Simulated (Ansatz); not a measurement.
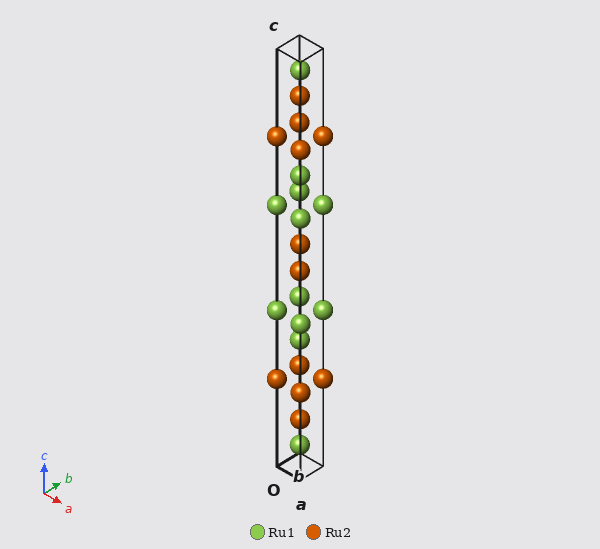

One unit cell; atoms that symmetry makes equivalent share a colour (atoms on faces, edges and corners are repeated). Crystal: Ru, the geometry relaxed with DFT PBE, scalar-relativistic, plane waves, PAW (Ansatz); the starting structure was generated, so it need not be a known form of this composition. The drawing is computed from the coordinates (standard cell, symmetry found to 0.002 Å).

a = 2.711 Å, b = 2.711 Å, c = 26.041 Å, α = 90.00°, β = 90.00°, γ = 120.00°; space group No. 166, R-3m, hexagonal axes.

One atom of each site: Ru1 (2/3, 1/3, 0.707); Ru2 (1/3, 2/3, 0.876).

**Give the multiplicity, Wyckoff letter and site symmetry of each site.**

| site | Wyckoff | symmetry |
| --- | --- | --- |
| Ru1 | 6c | 3m |
| Ru2 | 6c | 3m |

**How many free positional parameters does the structure have?**

2: Ru1 1, Ru2 1.
